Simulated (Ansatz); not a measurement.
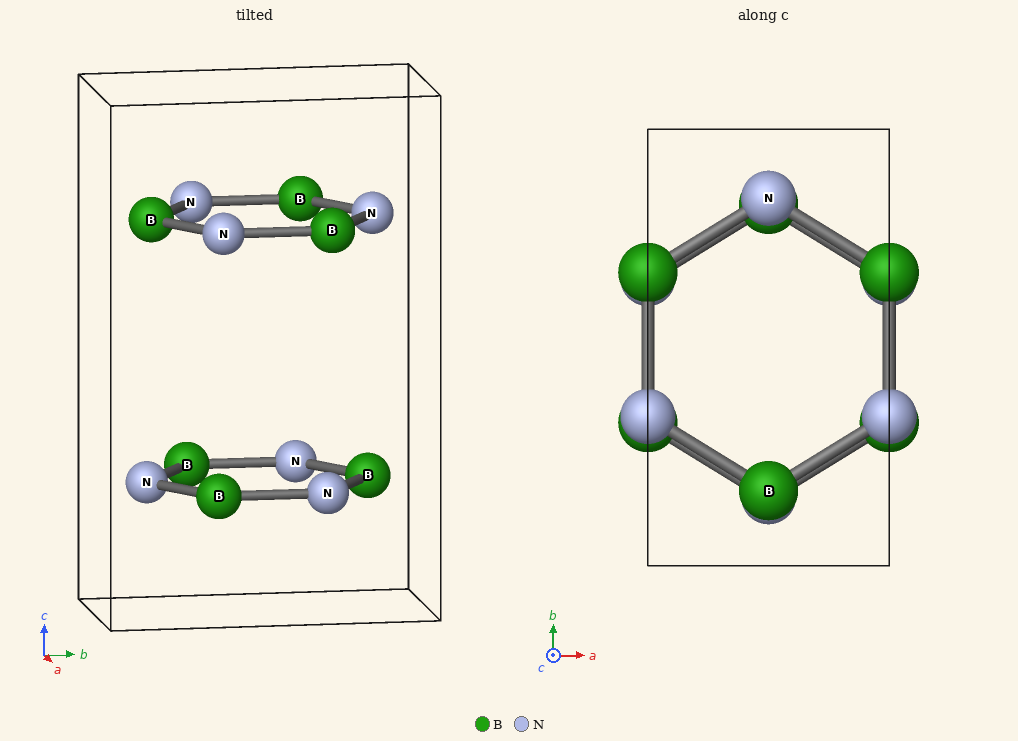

Ball-and-stick representation of a periodic structure, projected slightly off an axis and along the c axis. One conventional unit cell is framed, with atoms on its boundary repeated.

BN, space group Cmcm (No. 63), a = 2.396 Å, b = 4.332 Å, c = 6.893 Å, α = 90.00°, β = 90.00°, γ = 90.00°. The starting point was a structure type filled with these elements by a generator (whether the compound takes this form wasn't checked). The cell was then strained or its atoms displaced on purpose. It was the input of a calculation with Ansatz.

This one geometry was computed with Ansatz (DFT, plane waves, PAW) at three levels of theory: PBE, r2SCAN and HSE06. It was relaxed with r2SCAN and then strained.

**Which level gives the highest pressure at this volume, and what does that say about its equilibrium volume?**

Highest: PBE (20.5 GPa), which points to the largest equilibrium volume. Lowest, with the smallest volume: HSE06 (15.8 GPa). Levels within 0.5 GPa of each other can't be told apart.

**How does the band gap change with the level of theory?**

PBE: a gap of 4.20 eV, indirect; r2SCAN: a gap of 4.73 eV, indirect; HSE06: a gap of 5.49 eV, indirect.

**Collect the results in a table.**

| level | cutoff (eV) | k-mesh of the run's cell | gap (eV) | pressure (GPa) |
| --- | --- | --- | --- | --- |
| PBE | 420 | 12×12×4 | 4.20 | 20.5 |
| r2SCAN | 500 | 12×12×4 | 4.73 | 16.8 |
| HSE06 | 420 | 9×9×4 | 5.49 | 15.8 |

Gaps are taken on the k-mesh or band path of each run.
